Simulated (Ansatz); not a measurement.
**Run report: ZnO, single-point calculation (part 1 of 2)**

The run: single-point calculation of ZnO (P6₃mc, 48 atoms in the cell). Method and program: DFT PBE, scalar-relativistic, plane waves, PAW, no spin polarisation (Ansatz 0.2.0).

The structure derives from an entry of the Crystallography Open Database.

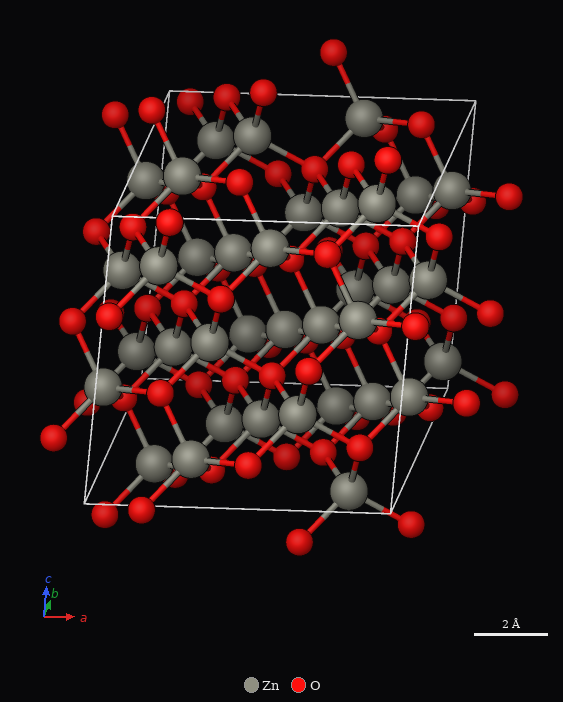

Fig. 1: The structure (ball-and-stick view of the cell of the calculation, seen at an oblique angle; bonded neighbours outside the cell are drawn too).

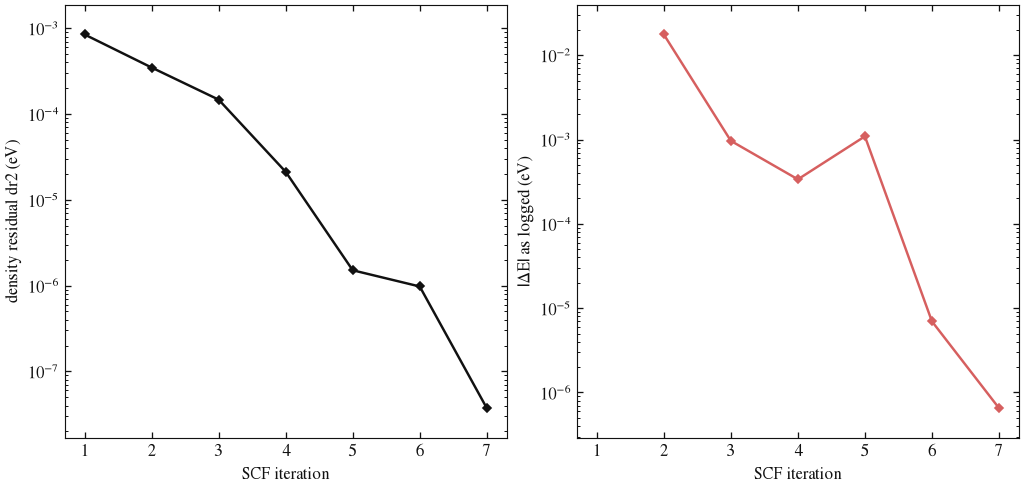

Fig. 2: Convergence of the self-consistent field: density residual dr2 and size of the energy change against the SCF iteration. The residual falls at every step.

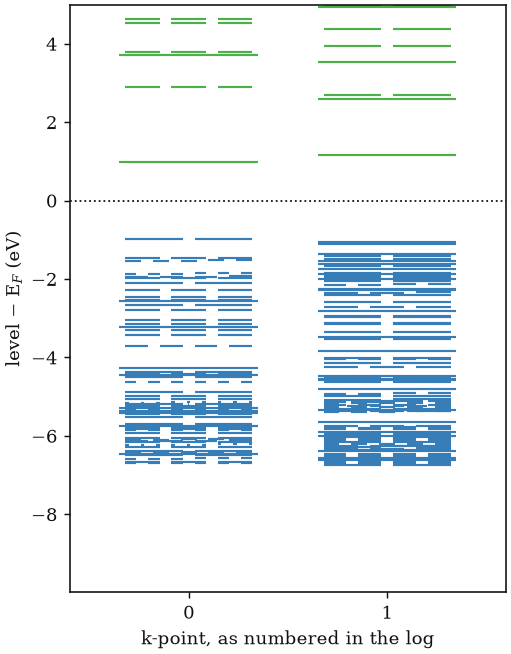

Fig. 3: Kohn–Sham levels near the Fermi level (dotted) at the few k-points that the log prints; levels within 0.02 eV of each other stand side by side. Among these points the highest filled and lowest empty levels are 1.98 eV apart, which is the gap on the mesh.

The input and output of the run follow.

**Input**
```yaml
crystal:
  lattice:
    - [-6.5589720433, 0.0, -5.2932739845]
    - [3.2794860216, 5.6802364122, -5.2932739845]
    - [3.2794860216, -5.6802364122, -5.2932739845]
  atoms:
    - { symbol: Zn, position: [0.6666771369, 0.3333438036, 0.5000104703] }
    - { symbol: Zn, position: [0.3333438036, 1.04703e-05, 0.1666771369] }
    - { symbol: Zn, position: [0.5000104703, 0.1666771369, 0.8333438036] }
    - { symbol: Zn, position: [1.04703e-05, 0.1666771369, 0.3333438036] }
    - { symbol: Zn, position: [0.5000104703, 0.6666771369, 0.3333438036] }
    - { symbol: Zn, position: [0.1666771369, 0.3333438036, 1.04703e-05] }
    - { symbol: Zn, position: [0.8333438036, 1.04703e-05, 0.6666771369] }
    - { symbol: Zn, position: [0.6666771369, 0.8333438036, 1.04703e-05] }
    - { symbol: Zn, position: [0.3333438036, 0.5000104703, 0.6666771369] }
    - { symbol: Zn, position: [0.1666771369, 0.8333438036, 0.5000104703] }
    - { symbol: Zn, position: [0.8333438036, 0.5000104703, 0.1666771369] }
    - { symbol: Zn, position: [1.04703e-05, 0.6666771369, 0.8333438036] }
    - { symbol: Zn, position: [0.3333438036, 0.1666771369, 0.5000104703] }
    - { symbol: Zn, position: [1.04703e-05, 0.8333438036, 0.1666771369] }
    - { symbol: Zn, position: [0.1666771369, 1.04703e-05, 0.8333438036] }
    - { symbol: Zn, position: [0.6666771369, 1.04703e-05, 0.3333438036] }
    - { symbol: Zn, position: [0.1666771369, 0.5000104703, 0.3333438036] }
    - { symbol: Zn, position: [0.8333438036, 0.1666771369, 1.04703e-05] }
    - { symbol: Zn, position: [0.5000104703, 0.8333438036, 0.6666771369] }
    - { symbol: Zn, position: [0.3333438036, 0.6666771369, 1.04703e-05] }
    - { symbol: Zn, position: [1.04703e-05, 0.3333438036, 0.6666771369] }
    - { symbol: Zn, position: [0.8333438036, 0.6666771369, 0.5000104703] }
    - { symbol: Zn, position: [0.5000104703, 0.3333438036, 0.1666771369] }
    - { symbol: Zn, position: [0.6666771369, 0.5000104703, 0.8333438036] }
    - { symbol: O, position: [0.5403195297, 0.3736528631, 0.7069861964] }
    - { symbol: O, position: [0.2069861964, 0.0403195297, 0.3736528631] }
    - { symbol: O, position: [0.3736528631, 0.2069861964, 0.0403195297] }
    - { symbol: O, position: [0.8736528631, 0.2069861964, 0.5403195297] }
    - { symbol: O, position: [0.3736528631, 0.7069861964, 0.5403195297] }
    - { symbol: O, position: [0.0403195297, 0.3736528631, 0.2069861964] }
    - { symbol: O, position: [0.7069861964, 0.0403195297, 0.8736528631] }
    - { symbol: O, position: [0.5403195297, 0.8736528631, 0.2069861964] }
    - { symbol: O, position: [0.2069861964, 0.5403195297, 0.8736528631] }
    - { symbol: O, position: [0.0403195297, 0.8736528631, 0.7069861964] }
    - { symbol: O, position: [0.7069861964, 0.5403195297, 0.3736528631] }
    - { symbol: O, position: [0.8736528631, 0.7069861964, 0.0403195297] }
    - { symbol: O, position: [0.5403195297, 0.2069861964, 0.3736528631] }
    - { symbol: O, position: [0.2069861964, 0.8736528631, 0.0403195297] }
    - { symbol: O, position: [0.3736528631, 0.0403195297, 0.7069861964] }
    - { symbol: O, position: [0.8736528631, 0.0403195297, 0.2069861964] }
    - { symbol: O, position: [0.3736528631, 0.5403195297, 0.2069861964] }
    - { symbol: O, position: [0.0403195297, 0.2069861964, 0.8736528631] }
    - { symbol: O, position: [0.7069861964, 0.8736528631, 0.5403195297] }
    - { symbol: O, position: [0.5403195297, 0.7069861964, 0.8736528631] }
    - { symbol: O, position: [0.2069861964, 0.3736528631, 0.5403195297] }
    - { symbol: O, position: [0.0403195297, 0.7069861964, 0.3736528631] }
    - { symbol: O, position: [0.7069861964, 0.3736528631, 0.0403195297] }
    - { symbol: O, position: [0.8736528631, 0.5403195297, 0.7069861964] }
basis:
  ecutwfc: 420
  xc_grid: 2
kpoints:
  mp_grid: { grid: [2, 2, 2], shift: [0.5, 0.5, 0.5] }
hamiltonian:
  xc: pbe
scf:
  occupations: { method: gaussian, width: 0.01 }
output:
  forces: true
  stress: true
  eigenvalues: true
```

Command:
```bash
ansatz run input.yaml --threads 8 --pin off --max-ram 22528MiB --backend cpu --events-out ev --progress --plain --runs-dir out
```

**Output**
```
Engine: ansatz 0.2.0, x86_64-unknown-linux-gnu
Pseudopotentials: kind: paw
Pseudopotential: Zn, paw, valence charge 12, recommended cutoff 420 eV (normal), Zn.paw.azcp
Pseudopotential: O, paw, valence charge 6, recommended cutoff 420 eV (normal), O.paw.azcp
Functional definition: PBE
  parameter kappa = 0.804
  parameter beta = 0.06672455060314922
  exchange = pbe_x(kappa = kappa, mu = beta*pi^2/3)
  correlation = pbe_c(beta = beta)
Crystal: 48 atoms, lattice volume = 591.627 Å³
Basis set: ecut = 420 eV, 11543 PW (Γ), exchange–correlation on 120×120×120 points (8 copies of the dense FFT grid, shifted against one another)
Bands: 264, of which v1, the nominal top of the filled ones, is band 216 counted from 1 (215 counted from 0)
Symmetry: 72 space group operations
Space group: P63mc (ITA 186), of the structure as read, at distance tolerance 8.4e-5 Å
k-points: 2 of 8 (time reversal used)
Non-local potential: Zn, projectors of the file, l = 0: 2, l = 1: 2, l = 2: 3, l = 3: 1
Non-local potential: O, projectors of the file, l = 0: 2, l = 1: 2, l = 2: 1
PAW form: soft (Blöchl's): semilocal exchange-correlation on the pseudo side does not see the compensation charge
PAW one-centre angular grid: Zn, 590 points (default); XC on 64 Gauss nodes
PAW one-centre angular grid: O, 110 points (default); XC on 64 Gauss nodes
Initial density: superposition of atomic densities (neutral atoms: chi_scale 0, normalization atom), corrected by the library's trained network
Initial wavefunctions: pseudopotential atomic-orbital guess
Functional: x = pbe(κ = 0.804, μ = 0.2195149727645171), c = pbe(β = 0.06672455060314922)
SCF iter   1: F=—  HF=-93284.313029 eV  |F-HF|=—  |Δ(HF+E_count)|=         —  Δρ=6.17e-4  dr2=8.45e-4  ethr=1.77e-3  ⟨swp⟩=4.5  Hψ=1885  notcnv=0  defer=13
preconditioner: auto → Resta (q_TF=auto, 2.589 Å⁻¹)  ε∞=7.5  [insulator: Δε(μ)=1.982 eV  Ē_g=12.412 eV  σ=0.010 eV  W_gap=1.00  n_scr=172 (ndim 8)  ℏωp=31.7 eV  f_vac=0.043  D(μ)=0.00/eV (n_scr^D=0)  ε∞_Penn≈7.5]
SCF iter   2: F=—  HF=-93284.330594 eV  |F-HF|=—  |Δ(HF+E_count)|=   1.76e-2  Δρ=4.18e-4  dr2=3.48e-4  ethr=1.96e-7  ⟨swp⟩=3.0  Hψ=1456  notcnv=0  defer=88
SCF iter   3: F=—  HF=-93284.331558 eV  |F-HF|=—  |Δ(HF+E_count)|=   9.64e-4  Δρ=2.41e-4  dr2=1.47e-4  ethr=8.06e-8  ⟨swp⟩=2.0  Hψ=824  notcnv=0  defer=60
automatic band count: iteration 3 solves 250 bands in place of 264: the levels show a gap, and the empty bands left out lie too high to hold charge; the band table lists the bands solved (type scf.n_extra_bands for more)
SCF iter   4: F=—  HF=-93284.331895 eV  |F-HF|=—  |Δ(HF+E_count)|=   3.37e-4  Δρ=8.49e-5  dr2=2.12e-5  ethr=3.41e-8  ⟨swp⟩=2.0  Hψ=800  notcnv=0  defer=60
SCF iter   5: F=—  HF=-93284.332985 eV  |F-HF|=—  |Δ(HF+E_count)|=   1.09e-3  Δρ=2.23e-5  dr2=1.51e-6  ethr=4.91e-9  ⟨swp⟩=2.0  Hψ=872  notcnv=0  defer=60
SCF iter   6: F=—  HF=-93284.332992 eV  |F-HF|=—  |Δ(HF+E_count)|=   6.97e-6  Δρ=1.46e-5  dr2=9.77e-7  ethr=3.50e-10  ⟨swp⟩=2.0  Hψ=872  notcnv=0  defer=60
SCF iter   7: F=-93284.332993 eV  HF=-93284.332993 eV  |F-HF|=7.66e-8  |Δ(HF+E_count)|=   6.53e-7  Δρ=2.63e-6  dr2=3.74e-8  ethr=2.31e-11  ⟨swp⟩=8.5  Hψ=2711  notcnv=0
SCF 1 converged in 7 iterations: F = -93284.332993 eV  dr2 = 3.74e-8
  greatest PAW one-centre occupation: 0.987 electrons in one spin orbital (limit 2), on the Zn atom at site 23 (counted from 0), in its partial waves of l = 2
SCF converged after 7 iterations
Free energy (F): -93284.332993 eV
Harris-Foulkes:  -93284.332993 eV  (|F-HF|=7.66e-8)
Internal energy: -93284.332993 eV  (E = F + TS)
E sigma→0 (E₀):  -93284.332993 eV
Fermi energy:    7.591004 eV
--- Per-component energies (eV) ---
  E_band       = 610.686552
  E_kinetic    = 7320.437666
  E_local      = -48671.955318  (includes V_loc(G=0)·N_el)
  E_nonlocal   = 16022.963992
  E_hartree    = 19983.039301
  E_xc         = -5031.641268
  E_vxc        = -3467.594644  (∫ρ·V_xc dr)
  E_paw        = -47768.097967  (= ΣΔE_a)
  E_vpaw       = -10559.298685  (= ΣTr[D̂ρ^β])
  E_aug_tail   = 0.049918  (compensation charges beyond the density's cutoff)
  E_ewald      = -35139.129317
  E_smearing   = -0.000000  (= −TS)
  E_closure    = 0.000000  (closes the sum)
  Σ components = -93284.332993   (vs F -93284.332993, Δ=0.00e0)
```
